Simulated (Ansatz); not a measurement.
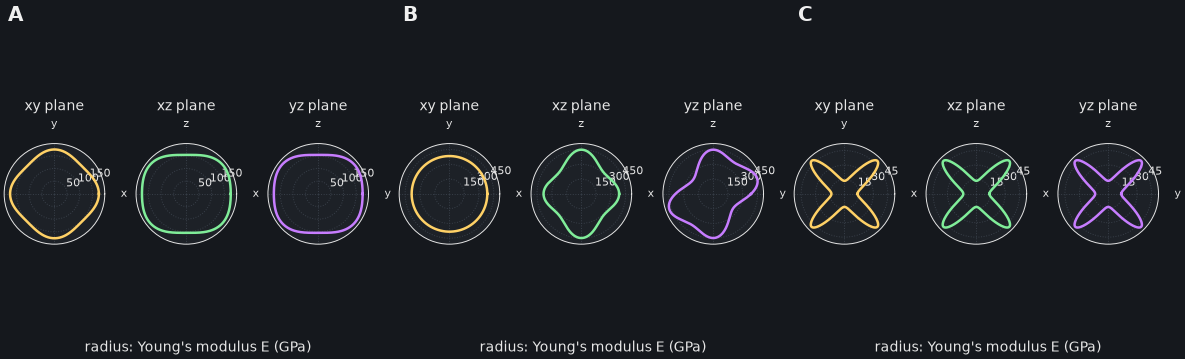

Each panel shows the Young's modulus as a function of direction in the xy, xz and yz planes for one of these solids: Al₂Cu, Fm-3m (No. 225), 14.8 Å³/atom, ions relaxed; AlCu₃, Fm-3m (No. 225), 11.3 Å³/atom, ions relaxed; Ta₂C, P-3m1 (No. 164), 13.6 Å³/atom, ions relaxed.

Method: elastic stress-strain coefficients at zero temperature from small strains of the given cell, Voigt order xx yy zz yz xz xy, Cartesian axes of the cell vectors; plane waves with PAW datasets, Γ-centred k mesh (Ansatz 0.2.0). Level: PBEsol, no spin polarisation.

**Match the panels to the solids.**

A is Al₂Cu (E along x, y, z: 175, 175, 154 GPa); B is Ta₂C (E along x, y, z: 384, 384, 449 GPa); C is AlCu₃ (E along x, y, z: 13.5, 13.5, 13.5 GPa).

For Al₂Cu, limits of the calculation: metal sensitive to the k mesh.

For AlCu₃, limits of the calculation: metal sensitive to the k mesh.

For Ta₂C, limits of the calculation: metal sensitive to the k mesh.
